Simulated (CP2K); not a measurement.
System: MoS₂, space group R-3m (No. 166).

Starting cell:
```
Mo S
1.0
     6.38318    0.00000    0.00000
     5.59554    3.07162    0.00000
     5.59554    1.43483    2.71591
Mo S
1 2
Direct
  0.00000 0.00000 0.00000
  0.25000 0.25000 0.25000
  0.75000 0.75000 0.75000
```

Method: DFT in Gaussian orbitals with a plane-wave density, no spin polarisation; energies at scaled volumes of the given cell, shape and fractions fixed, counted from the fit's minimum, third-order Birch-Murnaghan fit (CP2K 2026.2). Level: PBEsol.

- k mesh: 10×10×10
- occupations: Fermi–Dirac
- smearing width: 0.05 eV
- potentials: GTH PBE with UZH TZVP basis
- density cutoff: 6123 eV
- program settings: ngrids 4, basis sets Mo TZVP-MOLOPT-PBE-GTH-q14, basis sets S TZVP-MOLOPT-PBE-GTH-q6, cutoff ry 450 Ry, rel cutoff ry 60 Ry

What does the calculation give for the energy and pressure against volume? The volume takes the values 16.685, 17.040, 17.395, 17.750, 18.105, 18.460, 18.815 Å³/atom.

A third-order Birch–Murnaghan fit gives V0 = 18.34 Å³/atom, B0 = 144 GPa and B′ = 4.3. The energy is 80.18 meV/atom at volume 16.685 Å³/atom and 5.18 meV/atom at 18.815 Å³/atom; the lowest computed point is at volume 18.460 Å³/atom (0.32 meV/atom), in a single well. The pressure falls from 16.84 GPa at volume 16.685 Å³/atom to −3.45 GPa at 18.815 Å³/atom, and changes sign near 18.35 Å³/atom.

```csv
volume (Å³/atom),energy (meV/atom),pressure (GPa)
16.685,80.18,16.84
17.040,47.74,12.52
17.395,24.40,8.63
17.750,9.24,5.12
18.105,1.46,1.96
18.460,0.32,-0.89
18.815,5.18,-3.45
```

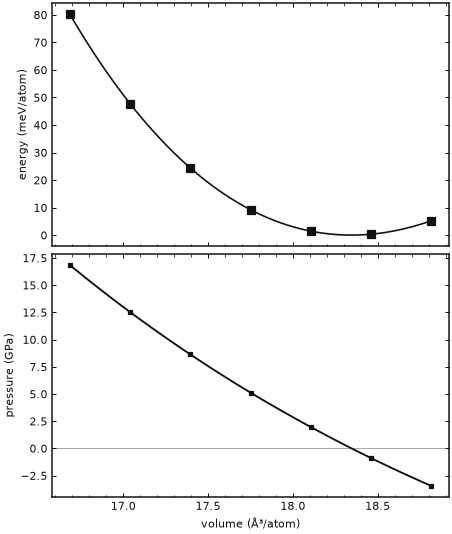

Limits of the calculation: shape and atomic fractions are frozen while scaling, which makes layered, chain and framework solids too stiff.
